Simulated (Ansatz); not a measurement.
HfO2: single-point calculation

HfO2 (P4/mmm, 3 atoms in the cell), computed with DFT PBE, scalar-relativistic, plane waves, PAW, no spin polarisation (Ansatz 0.2.0).

The structure was made by a generator, so it may or may not be a known phase. Figures and captions count atoms from 1; the log counts them from 0 in places.

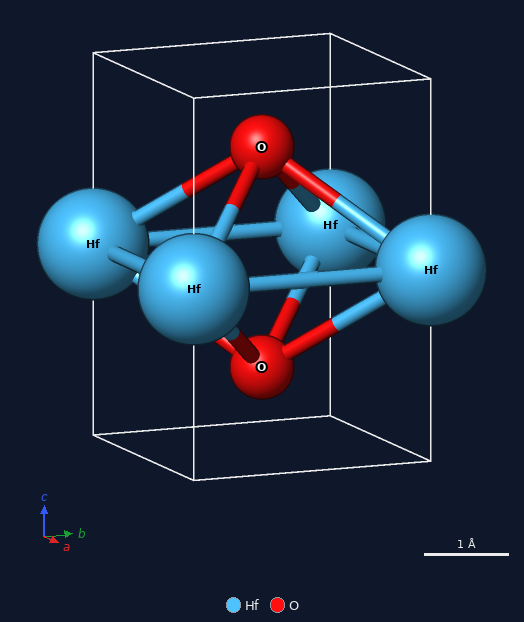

The structure as given in the input (ball-and-stick view of the cell of the calculation, seen slightly off an axis). An atom can appear more than once, as a periodic image.

Input file:
```yaml
crystal:
  lattice:
    - [3.08229517, 0.0, 0.0]
    - [0.0, 3.08229517, 0.0]
    - [0.0, 0.0, 4.66001728]
  atoms:
    - { symbol: Hf, position: [0.0, 0.0, 0.5] }
    - { symbol: O, position: [0.5, 0.5, 0.21196086] }
    - { symbol: O, position: [0.5, 0.5, 0.78803914] }
basis:
  ecutwfc: 420
kpoints:
  mp_grid: { grid: [6, 6, 4] }
hamiltonian:
  xc: pbe
scf:
  occupations: { method: gaussian, width: 0.1 }
  lower_state_search: "off"
output:
  forces: true
  stress: true
  eigenvalues: true
```

Run on 1 thread of Intel Xeon @ 2.50GHz (Skylake/Cascade Lake), 189 GiB of memory available, shared host.

Run as:
```bash
ansatz run input.yaml --threads 1 --pin off --max-ram 2560MiB --backend cpu --events-out ev --progress --plain --runs-dir out
```

The program's output:
```
Engine: ansatz 0.2.0, x86_64-unknown-linux-gnu
Pseudopotentials: kind: paw
Pseudopotential: Hf, paw, valence charge 26, recommended cutoff 420 eV (normal), Hf.paw.azcp
Pseudopotential: O, paw, valence charge 6, recommended cutoff 420 eV (normal), O.paw.azcp
Functional definition: PBE
  parameter kappa = 0.804
  parameter beta = 0.06672455060314922
  exchange = pbe_x(kappa = kappa, mu = beta*pi^2/3)
  correlation = pbe_c(beta = beta)
Crystal: 3 atoms, lattice volume = 44.273 Å³
Basis set: ecut = 420 eV, 871 PW (Γ), exchange–correlation on 48×48×64 points (8 copies of the dense FFT grid, shifted against one another)
Bands: 23, of which v1, the nominal top of the filled ones, is band 19 counted from 1 (18 counted from 0)
Symmetry: 16 space group operations
Space group: P4/mmm (ITA 123), of the structure as read, at distance tolerance 3.5e-5 Å
k-points: 30 of 144
Non-local potential: Hf, projectors of the file, l = 0: 3, l = 1: 2, l = 2: 2, l = 3: 3
Non-local potential: O, projectors of the file, l = 0: 2, l = 1: 2, l = 2: 1
PAW form: soft (Blöchl's): semilocal exchange-correlation on the pseudo side does not see the compensation charge
PAW one-centre angular grid: Hf, 590 points (default); XC on 64 Gauss nodes
PAW one-centre angular grid: O, 110 points (default); XC on 64 Gauss nodes
Initial density: superposition of atomic densities (neutral atoms: chi_scale 0, normalization atom), corrected by the library's trained network
Initial wavefunctions: pseudopotential atomic-orbital guess
Functional: x = pbe(κ = 0.804, μ = 0.2195149727645171), c = pbe(β = 0.06672455060314922)
SCF iter   1: F=—  HF=-16855.390719 eV  |F-HF|=—  |Δ(HF+E_count)|=         —  Δρ=9.71e-3  dr2=1.88e-2  ethr=1.77e-3  ⟨swp⟩=4.0  Hψ=2436  notcnv=0
preconditioner: auto → LDOS  [insulator: Δε(μ)=0.114 eV  Ē_g=16.222 eV  σ=0.100 eV  W_gap=0.58  n_scr=14 (ndim 8)  ℏωp=33.5 eV  f_vac=0.116  D(μ)=1.05/eV (n_scr^D=6)  ε∞_Penn≈5.3  β→1.0]
SCF iter   2: F=—  HF=-16855.388879 eV  |F-HF|=—  |Δ(HF+E_count)|=   1.84e-3  Δρ=4.15e-3  dr2=5.32e-3  ethr=4.95e-5  ⟨swp⟩=2.0  Hψ=1287  notcnv=0
SCF iter   3: F=—  HF=-16855.386915 eV  |F-HF|=—  |Δ(HF+E_count)|=   1.96e-3  Δρ=6.85e-4  dr2=1.51e-4  ethr=1.40e-5  ⟨swp⟩=2.0  Hψ=1028  notcnv=0  defer=1
SCF iter   4: F=—  HF=-16855.386906 eV  |F-HF|=—  |Δ(HF+E_count)|=   9.44e-6  Δρ=2.06e-4  dr2=1.78e-5  ethr=3.98e-7  ⟨swp⟩=2.0  Hψ=1112  notcnv=0  defer=1
SCF iter   5: F=—  HF=-16855.386716 eV  |F-HF|=—  |Δ(HF+E_count)|=   1.90e-4  Δρ=7.31e-5  dr2=1.69e-6  ethr=4.68e-8  ⟨swp⟩=2.0  Hψ=1138  notcnv=0  defer=1
SCF iter   6: F=-16855.386716 eV  HF=-16855.386716 eV  |F-HF|=1.77e-7  |Δ(HF+E_count)|=   5.79e-7  Δρ=2.08e-5  dr2=7.00e-8  ethr=2.63e-10  ⟨swp⟩=3.6  Hψ=2862  notcnv=0
SCF 1 converged in 6 iterations: F = -16855.386716 eV  dr2 = 7.00e-8
  greatest PAW one-centre occupation: 0.999 electrons in one spin orbital (limit 2), on the Hf atom at site 0 (counted from 0), in its partial waves of l = 3
```

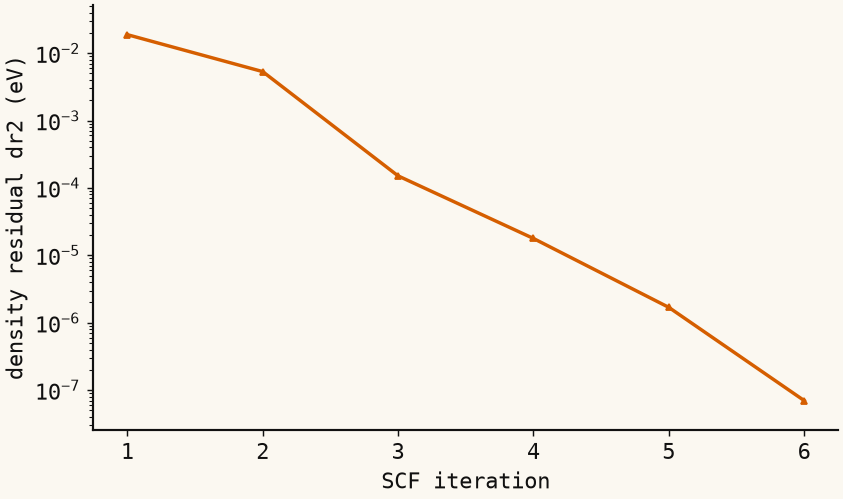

Convergence of the self-consistent field: density residual dr2 against the SCF iteration. The residual falls at every step.

```
SCF converged after 6 iterations
Free energy (F): -16855.386716 eV
Harris-Foulkes:  -16855.386716 eV  (|F-HF|=1.77e-7)
Internal energy: -16855.381502 eV  (E = F + TS)
E sigma→0 (E₀):  -16855.384109 eV
Entropy (-TS):   -0.005214 eV (-1.738 meV/atom)
Fermi energy:    11.909073 eV
--- Per-component energies (eV) ---
  E_band       = -168.674672
  E_kinetic    = 752.335596
  E_local      = -6903.967768  (includes V_loc(G=0)·N_el)
  E_nonlocal   = -1150.211660
  E_hartree    = 3108.152461
  E_xc         = -441.733103
  E_vxc        = -446.721819  (∫ρ·V_xc dr)
  E_paw        = -7237.061612  (= ΣΔE_a)
  E_vpaw       = 1363.584341  (= ΣTr[D̂ρ^β])
  E_aug_tail   = 0.004559  (compensation charges beyond the density's cutoff)
  E_ewald      = -4982.899976
  E_smearing   = -0.005214  (= −TS)
  E_closure    = -0.000000  (closes the sum)
  Σ components = -16855.386716   (vs F -16855.386716, Δ=0.00e0)
--- Forces (eV/Å), atoms counted from 1 ---
  atom   1  Hf     0.00000000     0.00000000     0.00000000
  atom   2  O      0.00000000     0.00000000     4.55257525
  atom   3  O      0.00000000     0.00000000    -4.55257525
  max |Σ_I F_I| component: 1.58e-30 eV/Å
--- Stress (GPa, compression-positive) ---
      -34.732325       0.000000       0.000000
        0.000000     -34.732325       0.000000
        0.000000       0.000000     -16.598972
  P = ⅓ Tr σ = -28.6879 GPa (-286.879 kbar)
--- Band table (eV; the first three rows and the last of 30) ---
  k-point 0: bands = ["-51.6778", "-20.3796", "-19.8900", "-19.8900", "-6.9953", "-4.8626", "-1.6662", "-1.6500", "-1.6500", "-1.6352", "-1.6103", "-1.5613", "-1.5613", "5.2015", "9.0730", "9.0730", "9.5817", "9.5817", "10.1911", "12.4784", "12.6695", "13.2686", "16.1788"]
  k-point 1: bands = ["-51.6778", "-20.3823", "-19.8899", "-19.8899", "-6.7738", "-5.2100", "-1.6743", "-1.6498", "-1.6498", "-1.6353", "-1.6103", "-1.5612", "-1.5612", "6.0169", "8.8815", "8.8815", "9.8034", "9.8034", "10.2062", "10.5305", "13.1963", "14.4773", "16.1822"]
  k-point 2: bands = ["-51.6778", "-20.3851", "-19.8898", "-19.8898", "-6.3887", "-5.7139", "-1.6810", "-1.6497", "-1.6497", "-1.6354", "-1.6104", "-1.5611", "-1.5611", "8.0338", "8.0496", "8.7558", "8.7558", "9.9606", "9.9606", "10.2214", "14.0196", "15.1427", "16.1856"]
  k-point 29: bands = ["-51.6233", "-20.3416", "-20.3416", "-20.2583", "-5.9793", "-5.1922", "-1.6727", "-1.6727", "-1.6622", "-1.5967", "-1.5937", "-1.5620", "-1.5620", "6.6605", "6.6605", "8.4129", "8.5731", "8.5731", "9.0589", "14.3866", "15.6927", "15.6927", "16.2412"]
```

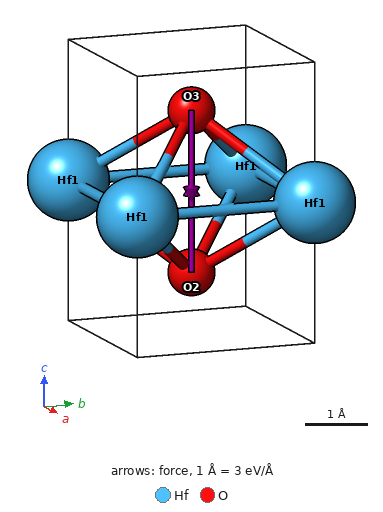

Forces on the atoms as pink arrows (ball-and-stick view of the cell of the calculation, seen slightly off an axis; atoms are numbered from 1 in the order of the input). The largest act on O2, O3 (4.55 eV/Å). The geometry is not a stationary point of this energy.

Summary:

- outcome: converged
- space group (tolerance 0.01 Å): P4/mmm (123)
- electrons treated: 38
- free energy: −16855.3867 eV
- Fermi energy: 11.909 eV
- gap on the k-point mesh: none (metallic)
- pressure: −28.69 GPa
- largest force (length of the vector): 4.553 eV/Å
- wall time: 6.6 s (CPU time 4.2 s; the host was busy)
- peak memory: 0.34 GiB

Remarks:

Spin–orbit coupling is left out, which matters for Hf.
